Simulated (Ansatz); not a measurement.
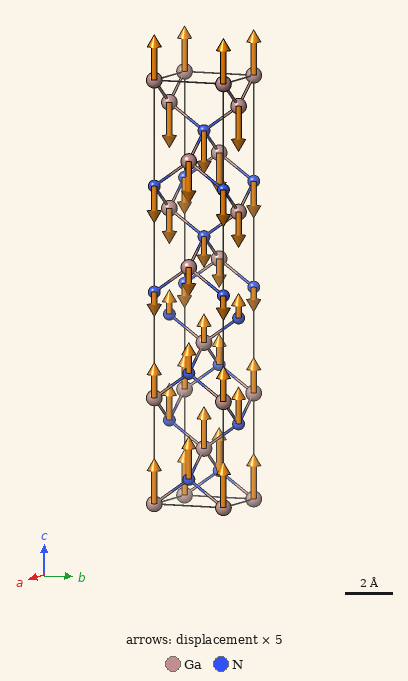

A relaxation of an interface cell of composition GaN. The starting structure is drawn; orange arrows show the displacements (the part carried along by the change of the cell is left out), magnified 5 times.

The picture is a ball-and-stick view of the cell of the calculation, reduced to other axes, seen slightly off an axis. Lengths and directions refer to the drawn axes.

Case: antiphase boundary on (0 0 1), species swapped.

All numbers below come from DFT PBE, scalar-relativistic, plane waves, PAW (Ansatz). Settings: plane-wave cutoff 420 eV; k-point mesh 8 × 8 × 2; occupations gaussian; smearing width 0.05 eV; no spin polarisation; cell relaxed at fixed a, b, alpha, beta, gamma; force threshold 0.02 eV/Å; at most 45 steps.

What happened in the run?

The largest moves relative to the cell, 0.40 Å, are those of Ga atoms. By element the largest moves are Ga 0.40 Å, N 0.38 Å. Cell: a = b unchanged at 3.216 Å, c 18.194 → 18.652 Å (+2.5 %). Volume +2.5 %. Among the contacts that change: Ga–Ga 1.970 → 2.535 Å, Ga–N 1.970 → 1.979 Å. Among the angles between lasting bonds that change: Ga–Ga–Ga 109.5° → 78.8°, N–Ga–Ga 109.5° → 116.6°. After 7 accepted moves (9 points after the start) the energy has fallen by 4.216 eV per cell of the calculation. The largest force component goes from 9.8 to 0.0073 eV/Å. Pressure: 9.83 GPa at the start and 0.71 GPa at the end. The SCF was repeated twice at an unchanged geometry on a basis and grid sized afresh for the cell, which shifted the energy by 17.0 meV per cell of the calculation at most. The run took 3.5 min on 2 threads of Intel(R) Xeon(R) 6975P-C (Granite Rapids), on a shared host, peak memory 0.99 GiB.
